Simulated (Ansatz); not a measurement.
**Ta₂N: density, localisation and related maps**

Input file:

```
crystal:
  lattice:
    - [5.2640975886, 0.0, -0.0789614638]
    - [-2.6320487943, 4.5588422398, 0.0394807319]
    - [-0.0736890361, 0.0, 4.9126024056]
  atoms:
    - { symbol: Ta, position: [0.6668041045, 0.6668041045, 0.7527922812] }
    - { symbol: Ta, position: [0.0, 0.3331958955, 0.7527922812] }
    - { symbol: Ta, position: [0.3331958955, 0.0, 0.7527922812] }
    - { symbol: Ta, position: [0.3331958955, 0.3331958955, 0.2472077188] }
    - { symbol: Ta, position: [1.0, 0.6668041045, 0.2472077188] }
    - { symbol: Ta, position: [0.6668041045, 0.0, 0.2472077188] }
    - { symbol: "N", position: [0.6666666667, 0.3333333333, 0.5] }
    - { symbol: "N", position: [0.3333333333, 0.6666666667, 0.5] }
    - { symbol: "N", position: [0.0, 0.0, 0.0] }
basis:
  ecutwfc: 420
kpoints:
  mp_grid: { grid: [12, 12, 8] }
hamiltonian:
  xc: pbesol
scf:
  occupations: { method: gaussian, width: 0.15 }
output:
  forces: true
  stress: true
  eigenvalues: true
  write_density: true
  write_potential: true
  elf: true
  volumetric_format: npy
```

Run with:

```sh
ansatz run input.yaml --threads 2 --pin off --max-ram 5120MiB --backend cpu --events-out ev --progress --plain --runs-dir out
```

Below, planes, directions and counts refer to the conventional cell (a = 5.26 Å, b = 9.12 Å, c = 4.91 Å, α = 90.00°, β = 91.72°, γ = 90.00°).

Space group C2/m; a structure from a database of computed crystals, not necessarily the ambient phase; changed on purpose from its base cell (strain -0.0300 x Voigt [0, 0, 0, 0, 1, 0], atoms carried along); computed without spin polarisation.

Theory: DFT PBEsol, scalar-relativistic, plane waves, PAW in Ansatz 0.2.0.

Core electrons are frozen (PAW), and the valence fields are smoothed inside the atomic spheres.

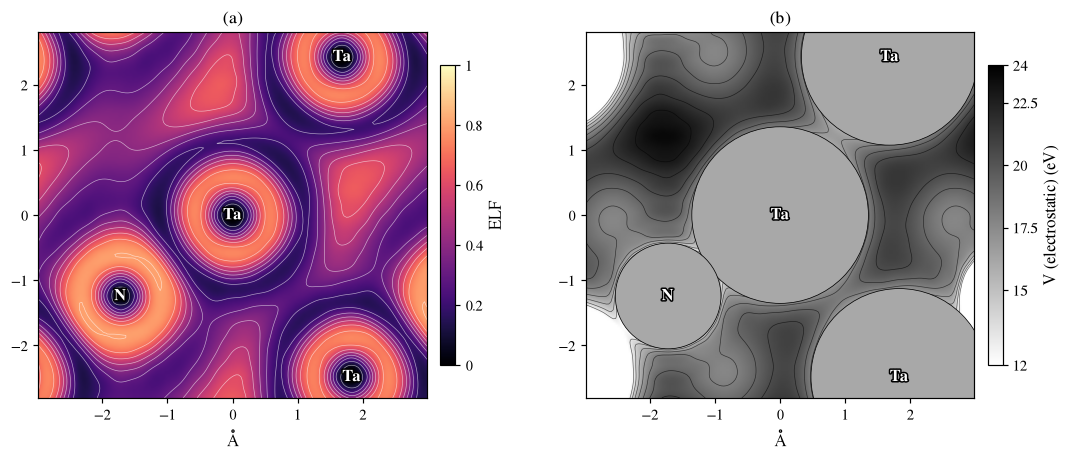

Figure 1. (a) ELF; (b) electrostatic potential (local pseudopotential plus Hartree) felt by an electron on the (010) plane of the conventional cell. Grey discs cover the atomic cores in the potential map.

Question: What does the map show?

Answer: The section cuts through Ta and N sites.
Ta–N (2.12 Å): the ELF peaks at about 0.80 in the valence shell of N, 0.6 Å from its nucleus, and drops to about 0.20 between the two atoms (no localised pair shows between them).
Ta–Ta (2.95 Å): the ELF is about 0.25 at the midpoint; no shared electron pair shows on this line.
Ta–Ta (3.08 Å): the ELF is about 0.25 at the midpoint (no localised pair shows between them).
The features right at Ta lie inside the PAW spheres, where the map follows smoothed inner orbitals and isn't to be read closely.
Outside the cores the potential energy rises away from the atoms and is highest about 2.1 Å from the nearest atoms; its zero is arbitrary.

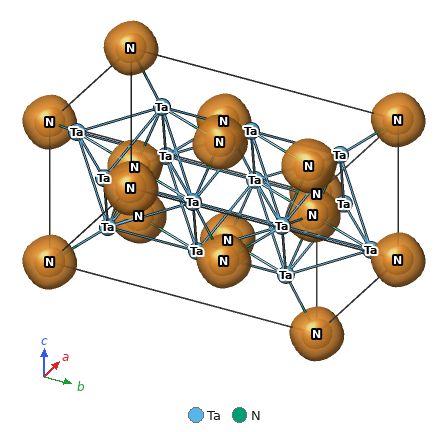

Figure 2. Isosurface of the ELF at 0.7 (orange), seen at an oblique angle. Only the valence region is drawn (cores and ρ < 0.01 e/Å³ removed). Sticks mark near contacts.

Question: Describe the localisation domains.

Answer: At this value the surface marks out six regions wrapped around N (the valence shell of each), counted in one cell of 18 atoms. Regions shared between cells count once.

Question: Metal or insulator at this level of theory?

Answer: It is gapless in this calculation (a metal or semimetal); semilocal functionals without U, or without the true magnetic order, often close the gap of such compounds.
